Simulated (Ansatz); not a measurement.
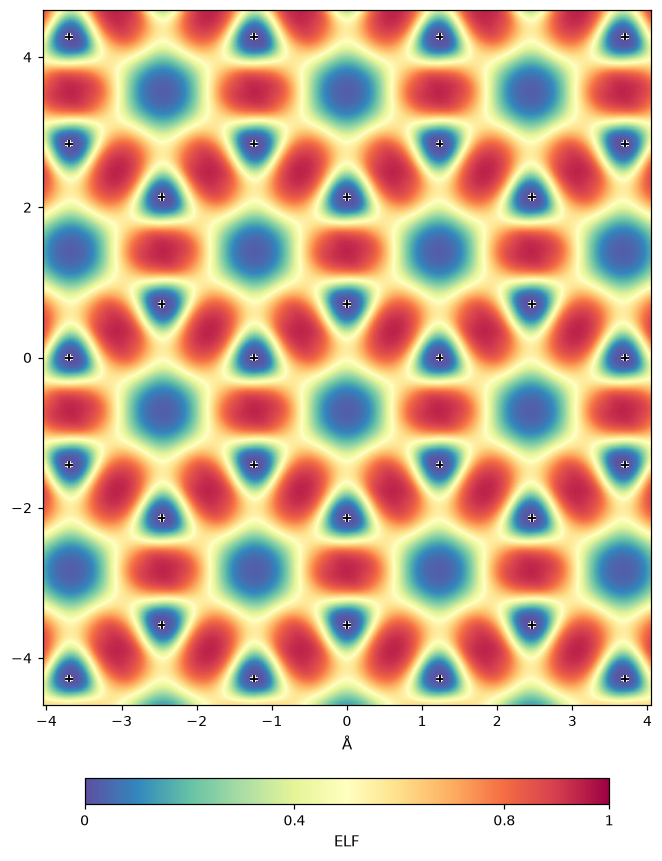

The ELF on a plane through atoms (crosses mark nuclei in the plane).

The calculation used DFT PBE, scalar-relativistic, plane waves, PAW in Ansatz.

Candidates:
A. C, a = 2.47 Å, b = 4.27 Å, c = 8.48 Å, α = 90.00°, β = 90.00°, γ = 90.00°. Space group Fmmm.
B. GaAs, a = 5.75 Å, b = 5.75 Å, c = 5.75 Å, α = 90.00°, β = 90.00°, γ = 90.00°. Space group F-43m.
C. CdTe, a = 6.62 Å, b = 6.62 Å, c = 6.62 Å, α = 90.00°, β = 90.00°, γ = 90.00°. Space group F-43m.

> Which candidate gave the map?

Candidate A: C on the (001) plane of the conventional cell, which holds C. C–C (1.42 Å): the ELF peaks at about 0.95 between the atoms, as expected for localised, covalent bonding.
